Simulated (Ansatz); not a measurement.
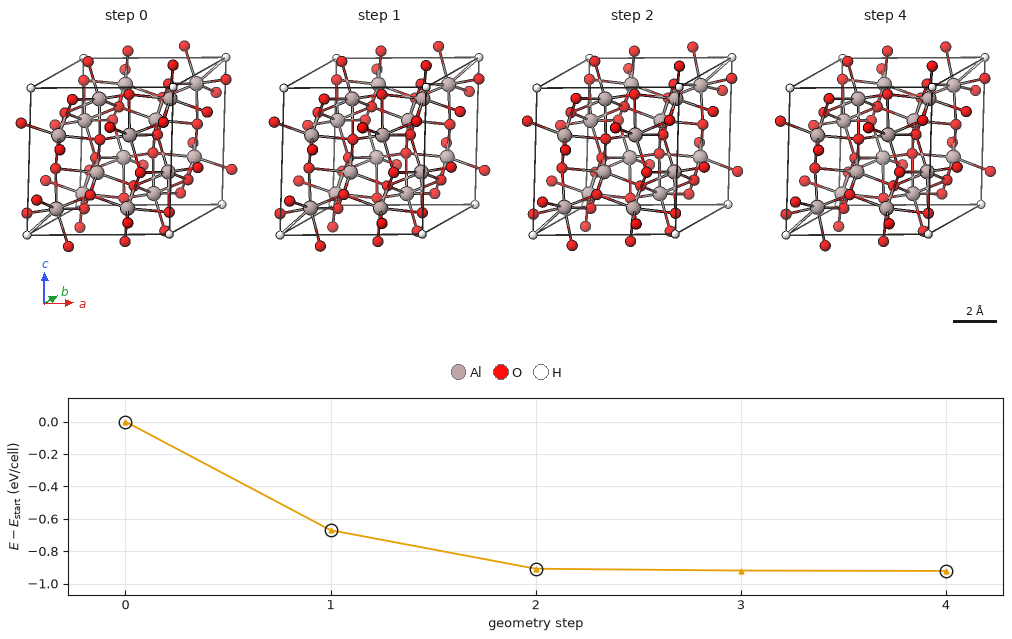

Frames of a relaxation of a defect cell of composition Al16HO24 (cell charge +1), marked on the history of the run. The picture is a ball-and-stick view of the cell of the calculation, seen slightly off an axis.

Case: H interstitial, charge +1, atoms relaxed at the host's cell.

Computed with DFT PBEsol, scalar-relativistic, plane waves, PAW in Ansatz 0.2.0. (plane-wave cutoff 420 eV; k-point mesh 2 × 2 × 2; occupations gaussian; smearing width 0.01 eV; mesh shifted by (0.5, 0.5, 0.5); no spin polarisation; atoms relaxed in a fixed cell; force threshold 0.025 eV/Å; at most 45 steps)

What happens along the run?

Answer. The largest moves, 0.12 Å, are those of Al atoms. Largest moves by element: Al 0.12 Å, O 0.12 Å. H stays in place. The cell stays as it was. Among the contacts that change: Al–H 1.923 → 2.047 Å, Al–O 1.950 → 2.032 Å, Al–O 1.972 → 1.913 Å, Al–O 1.964 → 1.988 Å. Among the angles between lasting bonds that change: O–Al–O 162.7° → 170.8°, O–Al–O 103.0° → 95.1°, O–Al–O 93.5° → 87.0°. Over 4 geometry steps the energy falls by 0.922 eV per cell of the calculation. Largest force component: 2.4 eV/Å at the start, 0.014 eV/Å at the end. From step 0 to 1: Al atoms move most (0.07 Å), energy −0.670 eV per cell of the calculation. From step 1 to 2: O atoms move most (0.06 Å), energy −0.238 eV per cell of the calculation. From step 2 to 4: energy −13.7 meV per cell of the calculation.

```
step  E − E(0), meV/atom  largest force component, eV/Å
   0                0.00                         2.4474
   1              -16.34                         1.1783
   2              -22.15                         0.2086
   3              -22.42                         0.0761
   4              -22.48                         0.0140
```

Limits of the set-up: the periodic images lie only 7.0 Å apart, so the values are limited by the cell's size; the cell is charged, on a uniform background, and energies carry no finite-size correction.
